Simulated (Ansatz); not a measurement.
System: ScAl, space group Pm-3m (No. 221), 2 atoms in the cell.

```xyz
2
Lattice="3.3444 0.0000 0.0000 0.0000 3.3444 0.0000 0.0000 0.0000 3.3444" Properties=species:S:1:pos:R:3 pbc="T T T"
Sc    1.6722    1.6722    1.6722
Al    0.0000    0.0000    0.0000
```

Computed with Ansatz 0.2.0: DFT PBEsol, scalar-relativistic, plane waves, PAW, no spin polarisation, 12×12×12 k mesh, 420 eV cutoff.

What does the calculation give for the electronic structure? The path is Γ–X–M–Γ–R–X|R–M.

A metal: 2 bands cross the Fermi level along this path. The last band that the electron count would fill rises to 0.33 eV above the Fermi level between R and X, leaving holes there, and the next band dips to 0.84 eV below it at M, holding electrons: an overlap of 1.17 eV. Bands cross the Fermi level on every line of the path. At M the nearest levels lie 0.84 eV below and 1.57 eV above the Fermi level.

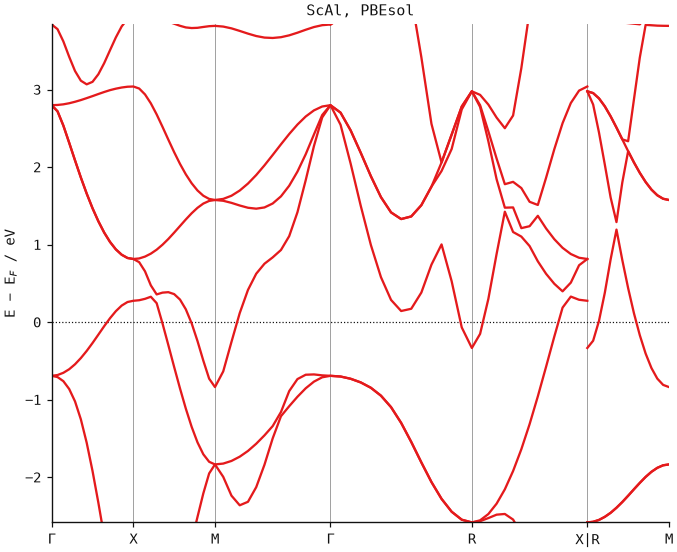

Band structure. Energies are counted from the Fermi level.
